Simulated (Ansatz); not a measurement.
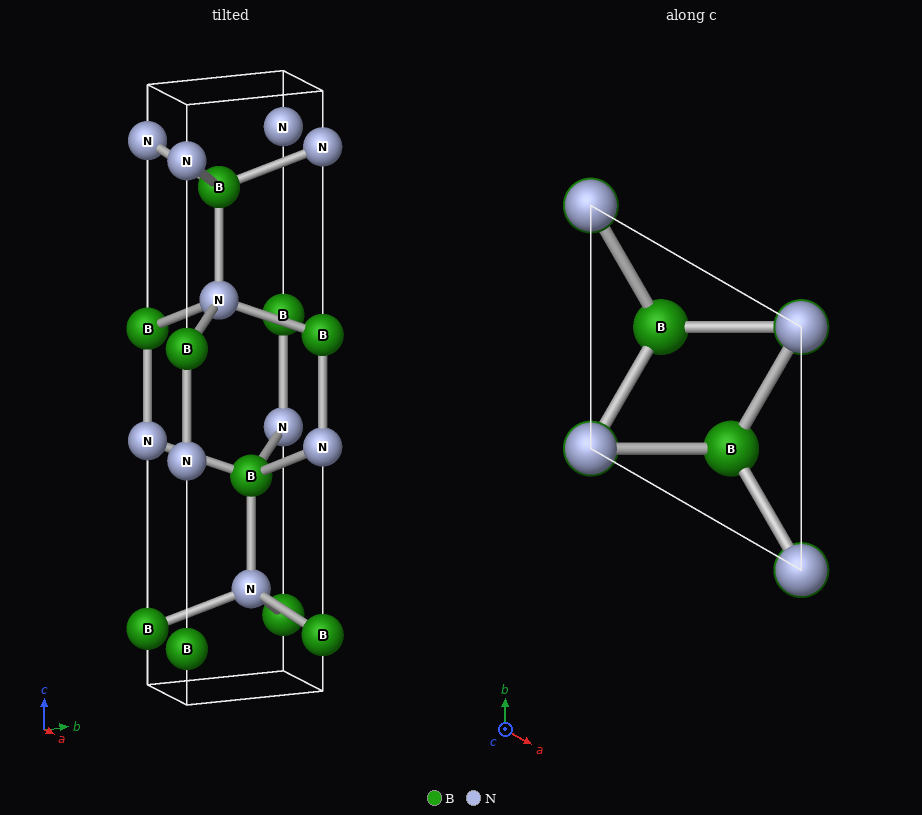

Ball-and-stick drawing of the structure, looking slightly off an axis and along the c axis. Atoms at the boundary of the conventional unit cell (the box) are drawn once for each face, edge or corner they touch. Cell: a = 2.56 Å, b = 2.56 Å, c = 8.41 Å, α = 90.00°, β = 90.00°, γ = 120.00°.

Provenance: a structure type filled with these elements by a generator (whether the compound takes this form wasn't checked). Earlier steps of the study may have refined or changed the cell and positions. A calculation with Ansatz used it as input.

What is this?

The material is BN. It is primitive hexagonal, space group P6_3mc (No. 186). One cell contains 4 B, 4 N, 8 atoms in all. About every B there are four N in a tetrahedral arrangement at about 1.6 Å. The N atoms are each bonded to four B in a tetrahedral arrangement at about 1.6 Å. The bonds build a three-dimensional framework.

Results below were computed with DFT r2SCAN, scalar-relativistic, plane waves, PAW in Ansatz 0.2.0; the settings were cutoff 500 eV, k-points on a 12×12×4 grid, Gaussian smearing of 0.02 eV, no spin polarisation.

Is it conducting or gapped at this level?

An insulator at this level, with a gap of 6.05 eV, indirect.

What are the atomic charges by Bader's partition?

B +2.25 e; N -2.25 e.

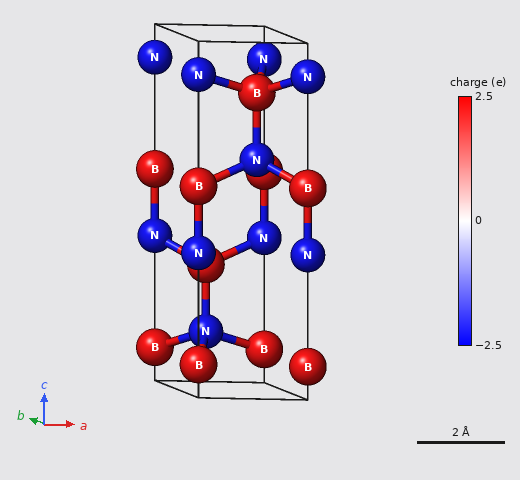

The atoms coloured by those charges. The run's cell of 8 atoms is drawn.

Does this geometry sit at a stationary point of the energy?

No. The largest force is 0.01 eV/Å. The pressure is -4.7 GPa, so the cell would contract.
